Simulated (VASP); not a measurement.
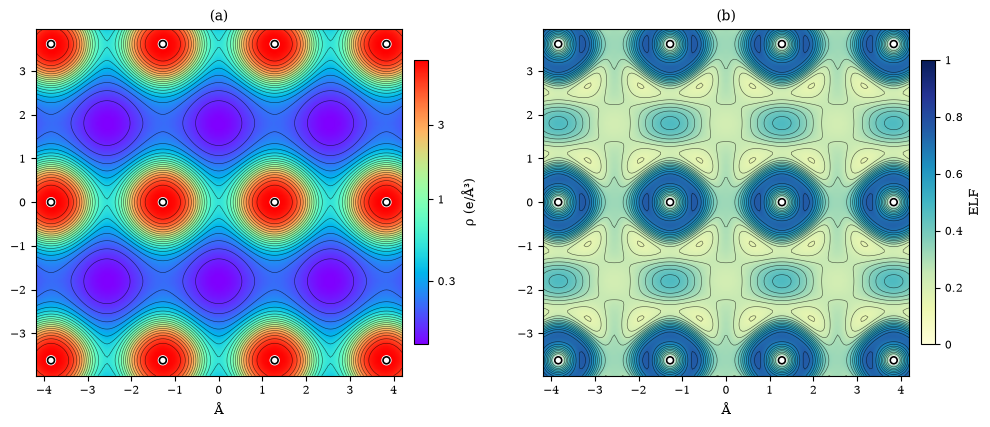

Figure. Mo. (a) valence electron density; (b) electron localisation function on the (011) plane of the conventional cell. Circles mark the nuclei in the plane (Mo).

Space group Pm-3m; a generated structure, not necessarily the stable one.

Computed with VASP, Kohn-Sham DFT of a periodic cell, LDA, VASP PAW LDA potentials, recommended.

```
CELL_PARAMETERS angstrom
2.55787 0.00000 0.00000
0.00000 2.55787 0.00000
0.00000 0.00000 2.55787
ATOMIC_POSITIONS crystal
Mo 0.00000 0.00000 0.00000
```

Question: Describe what can be read from this map.

Answer: The plane passes through Mo nuclei.
Mo–Mo (2.56 Å): ρ is about 0.52 e/Å³ halfway; the ELF is about 0.30 at the midpoint.
Between the atoms the lowest density in this plane is 0.12 e/Å³.
The features right at Mo lie inside the PAW spheres, where the map follows smoothed inner orbitals and isn't to be read closely.
